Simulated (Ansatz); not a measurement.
## Phonon calculation of Si₃N₄ (part 1 of 2)

- system: Si₃N₄ (P6₃/m, 14 atoms in the cell)
- method: DFT PBE, scalar-relativistic, plane waves, PAW, no spin polarisation (Ansatz 0.2.0)

The structure derives from an entry of the Crystallography Open Database. It belongs to a series of runs on one base structure; here: zone-centre phonons and field response. Figures and captions count atoms from 1; the log counts them from 0 in places.

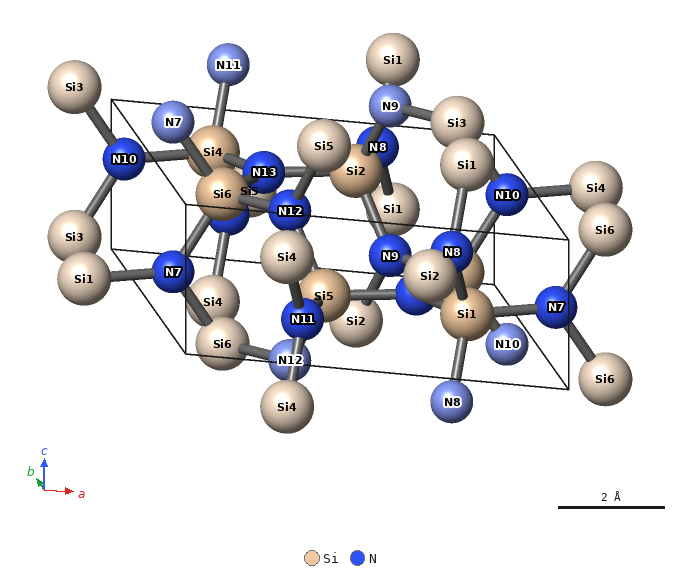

*The input geometry (ball-and-stick view of the cell of the calculation, seen slightly off an axis; neighbours outside the cell are drawn fainter; atoms are numbered from 1 in the order of the input). An atom can appear more than once, as a periodic image.*

Near neighbours in the periodic cell (some may lie outside the picture): Si has 4 N at 1.74 to 1.75 Å; N has 3 Si at 1.74 to 1.75 Å.

## Input
```yaml
crystal:
  lattice:
    - [7.663559112, 0.0, 0.0]
    - [-3.831779556, 6.6368368744, 0.0]
    - [0.0, 0.0, 2.9265208518]
  atoms:
    - { symbol: Si, position: [0.7689087242, 0.175006393, 0.3256278414] }
    - { symbol: Si, position: [0.5939023312, 0.7689087242, 0.8256278414] }
    - { symbol: Si, position: [0.824993607, 0.5939023312, 0.3256278414] }
    - { symbol: Si, position: [0.2310912758, 0.824993607, 0.8256278414] }
    - { symbol: Si, position: [0.4060976688, 0.2310912758, 0.3256278414] }
    - { symbol: Si, position: [0.175006393, 0.4060976688, 0.8256278414] }
    - { symbol: "N", position: [0.0308320463, 0.3299984447, 0.3256287738] }
    - { symbol: "N", position: [0.7008336016, 0.0308320463, 0.8256287738] }
    - { symbol: "N", position: [0.6700015553, 0.7008336016, 0.3256287738] }
    - { symbol: "N", position: [0.9691679537, 0.6700015553, 0.8256287738] }
    - { symbol: "N", position: [0.2991663984, 0.9691679537, 0.3256287738] }
    - { symbol: "N", position: [0.3299984447, 0.2991663984, 0.8256287738] }
    - { symbol: "N", position: [0.3333333333, 0.6666666667, -0.1743698454] }
    - { symbol: "N", position: [0.6666666667, 0.3333333333, 0.3256301546] }
basis:
  ecutwfc: 420
kpoints:
  mp_grid: { grid: [6, 6, 8] }
hamiltonian:
  xc: pbe
scf:
  occupations: { method: fixed }
output:
  eigenvalues: true
phonons:
  method: dfpt
  dielectric: true
  rigid_motions: translations
```

Launch command:
```bash
ansatz run input.yaml --threads 4 --pin off --max-ram 12288MiB --backend cpu --events-out ev --progress --plain --runs-dir out
```

## Output
```
Warning: the atoms were moved onto the symmetric positions of the space group found under crystal.symmetry.tolerance 1.0e-5 (fractional; no operation is sought that the atoms, as they stand in a round, miss by more than twice it, and no atom is moved by as much as it), and the run uses the moved positions. Before a round's move an operation carried an atom to 9.27e-6 Å from where it should land, the largest such distance. Atom 12 (counting from 0) moved farthest, by 4.63e-6 Å; the longest move in fractions of the cell, of whichever atom, is 0.15 of the tolerance, in 1 round. To run the atoms as typed, lower crystal.symmetry.tolerance until the operations that they miss are no longer found, or set crystal.symmetry.detect: false (a key that needs symmetry detection or time reversal refuses this as the deck is read). The positions used, in the order of the run's atom list: position: [0.7689087242, 0.175006393, 0.32562857145714286]; position: [0.5939023312, 0.7689087242, 0.8256285714571429]; position: [0.824993607, 0.5939023312, 0.32562857145714286]; position: [0.2310912758, 0.824993607, 0.8256285714571429]; position: [0.4060976688, 0.2310912758, 0.32562857145714286]; position: [0.175006393, 0.4060976688, 0.8256285714571429]; position: [0.0308320463, 0.3299984447, 0.32562857145714286]; position: [0.7008336016, 0.0308320463, 0.8256285714571429]; position: [0.6700015553, 0.7008336016, 0.32562857145714286]; position: [0.9691679537, 0.6700015553, 0.8256285714571429]; position: [0.2991663984, 0.9691679537, 0.32562857145714286]; position: [0.3299984447, 0.2991663984, 0.8256285714571429]; position: [0.3333333333333333, 0.6666666666666667, -0.17437142854285714]; position: [0.6666666666666667, 0.3333333333333333, 0.32562857145714286]; The lattice was moved too: crystal.lattice keeps the space group found at crystal.symmetry.tolerance 1.0e-5 only nearly: the operation that it misses by the most changes a squared length by the fraction 1.12e-12. The run uses the lattice that is a stretch of the typed one, with no rotation, onto the one that keeps every operation to a double's rounding (on a very oblique basis the stretch itself rounds by more); the deck's lattice vector that moved farthest moved by 2.47e-12 Å. To run the lattice as typed, set crystal.symmetry.detect: false, as for the atoms. crystal.lattice made exact, in Å and degrees: [[7.663559112002474, 0.0, 0.0], [-3.831779556001237, 6.636836874397857, 0.0], [0.0, 0.0, 2.9265208518]]. Pasted over the deck's crystal.lattice, beside positions in fractional coordinates, it runs the same cell (given as lengths and angles, that cell in the form's own orientation, a rigid turn of the misfit's size from the one run here, for which a checkpoint.post_process_only pass over this run's state can be refused: where this run relaxes nothing, give such a pass this deck's own crystal.lattice, as typed; behind a relaxation, as crystal.lattice, the state's own cell, identity.cell in its checkpoint.json), and a matrix so pasted ends this notice, except on a very skew basis of the lattice, where the rounding of the pasted numbers themselves can read as a misfit: the cell is then moved again, and that move is told again. The lattice as run is in this notice's lattice.as_run_ang field (Run.prep()["deck_notices"] in Python, the deck_notice line of an events file, deck_notices of ansatz run --dry-run=json, or deck_notices in record.json in the deck's checkpoint.write directory).
Warning: crystal.symmetry: narrowed to the stabiliser of the run's FFT grids — unitary ops 12 → 6. A phonons.method: dfpt run fills in the rows of the dynamical matrix that it does not solve by its symmetry operations, which is exact only for operations that map its FFT grids onto themselves: filled in by any other, the frequencies could depend on the order in which like atoms are typed, or, by more than the grids' own error, on where the crystal sits among the grids' points. Excluded: 6 operations. The run can therefore solve more perturbations, solve them on more k-points, or both, and cost more. What has been solved is averaged at the end over the group as it would stand without this narrowing, so modes that an excluded operation of that group ties stay degenerate at the zone centre, at a listed wavevector and on phonons.qmesh. The frequencies solved at two wavevectors that only an excluded operation relates can part slightly; on phonons.qmesh the dispersion is of the mean of their matrices. The dense grid has 54×54×20 points. For the translation: 6 operations, by (0, 0, 0.65125714), (0, 0, 0.15125714) in fractions of the vectors along which the grid is laid, which is no whole number of grid spacings to 0.0001 of a spacing. Where that is a fraction whose denominator has no prime factor over 5 and divides a length that a grid can have (4096 at the most), another basis.ecutrho_ratio of 4 or more, another basis.ecutwfc, or accuracy: high, or medium where the input is at high, can give a grid that fits it (a half needs an even number of points, a quarter a multiple of four); the run can then solve fewer perturbations, or solve them on fewer k-points, but it stands on another grid, and a grid that fits is not thereby better converged. Where it is not, no grid fits. A small offset from such a fraction is changed by typing the atoms to more digits, or about another origin; another origin leaves a centring's translation as it is, and the part of a screw's or a glide's along its axis or plane. phonons.method: fd is no sure way round: it reduces its displacements by the same operations, its group is not narrowed and it draws no notice of that. ansatz run --dry-run shows the grid and draws this notice; the count of symmetry operations that it prints for the crystal is that of the run's own SCF. More: phonons.method in the input reference, under Limitations
Engine: ansatz 0.2.0, x86_64-unknown-linux-gnu
Pseudopotentials: kind: paw
Pseudopotential: Si, paw, valence charge 4, recommended cutoff 420 eV (normal), Si.paw.azcp
Pseudopotential: N, paw, valence charge 5, recommended cutoff 420 eV (normal), N.paw.azcp
Functional definition: PBE
  parameter kappa = 0.804
  parameter beta = 0.06672455060314922
  exchange = pbe_x(kappa = kappa, mu = beta*pi^2/3)
  correlation = pbe_c(beta = beta)
Crystal: 14 atoms, lattice volume = 148.848 Å³
Basis set: ecut = 420 eV, 2907 PW (Γ), exchange–correlation on 108×108×40 points (8 copies of the dense FFT grid, shifted against one another)
Bands: 46, of which v1, the nominal top of the filled ones, is band 32 counted from 1 (31 counted from 0)
Symmetry: 12 space group operations
k-points: 148 of 288 (irreducible under 1 space group operation, time reversal used)
Non-local potential: Si, projectors of the file, l = 0: 2, l = 1: 2, l = 2: 2
Non-local potential: N, projectors of the file, l = 0: 2, l = 1: 2, l = 2: 1
PAW form: soft (Blöchl's): semilocal exchange-correlation on the pseudo side does not see the compensation charge
PAW one-centre angular grid: Si, 110 points (default); XC on 64 Gauss nodes
PAW one-centre angular grid: N, 110 points (default); XC on 64 Gauss nodes
Initial density: superposition of atomic densities (neutral atoms: chi_scale 0, normalization atom), corrected by the library's trained network
Initial wavefunctions: pseudopotential atomic-orbital guess
Functional: x = pbe(κ = 0.804, μ = 0.2195149727645171), c = pbe(β = 0.06672455060314922)
SCF iter   1: F=—  HF=-6901.806458 eV  |F-HF|=—  |Δ(HF+E_count)|=         —  Δρ=1.51e-3  dr2=1.07e-3  ethr=1.77e-3  ⟨swp⟩=5.0  Hψ=28076  notcnv=0  defer=1675
preconditioner: auto → Resta (q_TF=auto, 2.370 Å⁻¹)  ε∞=3.9  [insulator: Δε(μ)=4.272 eV  Ē_g=14.179 eV  n_scr=32 (ndim 8)  ℏωp=24.3 eV  f_vac=0.036  ε∞_Penn≈3.9]
SCF iter   2: F=—  HF=-6901.808668 eV  |F-HF|=—  |Δ(HF+E_count)|=   2.21e-3  Δρ=8.33e-4  dr2=3.60e-4  ethr=1.67e-6  ⟨swp⟩=3.0  Hψ=15292  notcnv=0  defer=1769
SCF iter   3: F=—  HF=-6901.809512 eV  |F-HF|=—  |Δ(HF+E_count)|=   8.44e-4  Δρ=1.60e-4  dr2=2.62e-5  ethr=5.63e-7  ⟨swp⟩=2.0  Hψ=10671  notcnv=0  defer=1769
SCF iter   4: F=—  HF=-6901.809522 eV  |F-HF|=—  |Δ(HF+E_count)|=   9.69e-6  Δρ=5.02e-5  dr2=3.59e-6  ethr=4.10e-8  ⟨swp⟩=2.0  Hψ=9173  notcnv=0  defer=1612
SCF iter   5: F=—  HF=-6901.809525 eV  |F-HF|=—  |Δ(HF+E_count)|=   3.56e-6  Δρ=2.22e-5  dr2=9.00e-7  ethr=5.61e-9  ⟨swp⟩=2.5  Hψ=10975  notcnv=0  defer=1415
SCF iter   6: F=—  HF=-6901.809526 eV  |F-HF|=—  |Δ(HF+E_count)|=   8.27e-7  Δρ=6.19e-6  dr2=7.92e-8  ethr=1.41e-9  ⟨swp⟩=2.1  Hψ=9062  notcnv=0  defer=1417
SCF iter   7: F=—  HF=-6901.809526 eV  |F-HF|=—  |Δ(HF+E_count)|=   1.26e-7  Δρ=5.22e-6  dr2=3.39e-8  ethr=1.24e-10  ⟨swp⟩=2.1  Hψ=10309  notcnv=0  defer=1421
SCF iter   8: F=—  HF=-6901.809526 eV  |F-HF|=—  |Δ(HF+E_count)|=  2.55e-11  Δρ=1.36e-6  dr2=1.89e-9  ethr=5.29e-11  ⟨swp⟩=2.0  Hψ=9731  notcnv=0  defer=1423
SCF iter   9: F=-6901.809526 eV  HF=-6901.809526 eV  |F-HF|=1.00e-11  |Δ(HF+E_count)|=   1.78e-9  Δρ=2.03e-7  dr2=4.62e-11  ethr=1.00e-12  ⟨swp⟩=17.5  Hψ=56487  notcnv=0
SCF 1 converged in 9 iterations: F = -6901.809526 eV  dr2 = 4.62e-11
  greatest PAW one-centre occupation: 0.790 electrons in one spin orbital (limit 2), on the N atom at site 13 (counted from 0), in its partial waves of l = 0
DFPT response loops at Γ: preconditioner auto → Resta (q_TF=auto, 2.370 Å⁻¹)  ε∞=3.7 (no band partly filled); β = 1.00, the filter's whole step (`scf.mixing.beta` (0.50) is not read by the response loops at its default; to damp them type it under 1.00, their step now; it binds the ground state too); Broyden in place of MSR1
── the response to a field inside a basis, on 6×6×8 k-points: an SCF that follows is theirs, and a resumed run solves both again ──
Bands: 33, of which v1, the nominal top of the filled ones, is band 32 counted from 1 (31 counted from 0)
k-points: 72 of 288 (irreducible under 2 space group operations, time reversal used)
Initial density: handed on by an earlier stage of this run
Initial wavefunctions: pseudopotential atomic-orbital guess (no wavefunctions were taken with the density)
Eigensolver: Dense (72 Hₖ)
SCF iter   1: F=—  HF=-6901.479098 eV  |F-HF|=—  |Δ(HF+E_count)|=         —  Δρ=5.20e-4  dr2=1.19e-4  ethr=1.00e-1
preconditioner: auto → Resta (q_TF=auto, 2.370 Å⁻¹)  ε∞=5.0  [insulator: Δε(μ)=4.604 eV  Ē_g=12.203 eV  n_scr=32 (ndim 8)  ℏωp=24.3 eV  f_vac=0.037  ε∞_Penn≈5.0]
SCF iter   2: F=—  HF=-6901.479156 eV  |F-HF|=—  |Δ(HF+E_count)|=   5.77e-5  Δρ=2.88e-4  dr2=3.92e-5  ethr=1.86e-7
SCF iter   3: F=—  HF=-6901.479188 eV  |F-HF|=—  |Δ(HF+E_count)|=   3.21e-5  Δρ=3.72e-5  dr2=2.08e-6  ethr=6.12e-8
SCF iter   4: F=—  HF=-6901.479188 eV  |F-HF|=—  |Δ(HF+E_count)|=   1.17e-7  Δρ=1.32e-5  dr2=4.09e-7  ethr=3.25e-9
SCF iter   5: F=-6901.479188 eV  HF=-6901.479188 eV  |F-HF|=2.48e-8  |Δ(HF+E_count)|=   1.66e-7  Δρ=3.73e-6  dr2=4.98e-8  ethr=6.40e-10
SCF 1 converged in 5 iterations: F = -6901.479188 eV  dr2 = 4.98e-8
  greatest PAW one-centre occupation: 0.789 electrons in one spin orbital (limit 2), on the N atom at site 13 (counted from 0), in its partial waves of l = 0
DFPT response loops at Γ: preconditioner auto → Resta (q_TF=auto, 2.370 Å⁻¹)  ε∞=3.6 (no band partly filled); β = 1.00, the filter's whole step (`scf.mixing.beta` (0.50) is not read by the response loops at its default; to damp them type it under 1.00, their step now; it binds the ground state too); Broyden in place of MSR1
SCF converged after 9 iterations
Free energy (F): -6901.809526 eV
Harris-Foulkes:  -6901.809526 eV  (|F-HF|=1.00e-11)
Internal energy: -6901.809526 eV  (E = F + TS)
E sigma→0 (E₀):  -6901.809526 eV
Fermi energy:    8.010034 eV
```
